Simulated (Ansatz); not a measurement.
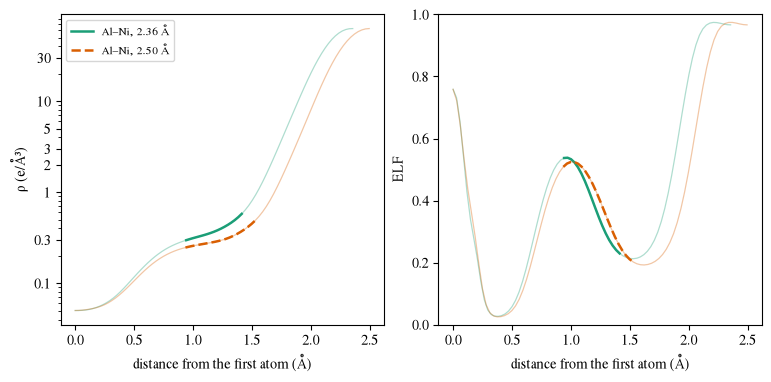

The picture shows: AlNi. Valence pseudo-density and ELF along straight lines between neighbouring atoms. Thin, pale parts lie inside the atomic spheres.

Space group Pm; a structure from a database of computed crystals, not necessarily the ambient phase; not relaxed (largest force 1.1 eV/Å); computed pressure about 2 GPa in this cell; computed without spin polarisation; PAW files of the earlier set (soft_1).

Computed with DFT PBE, scalar-relativistic, plane waves, PAW in Ansatz.

The density is the valence pseudo-density of a PAW calculation; it isn't the true density close to the nuclei.

### What can be read from the curves?

Al–Ni (2.36 Å): the density is about 0.37 e/Å³ at the midpoint; the ELF is about 0.40 at the midpoint.
Al–Ni (2.50 Å): the density is about 0.3 e/Å³ at the midpoint; the ELF is about 0.40 at the midpoint.
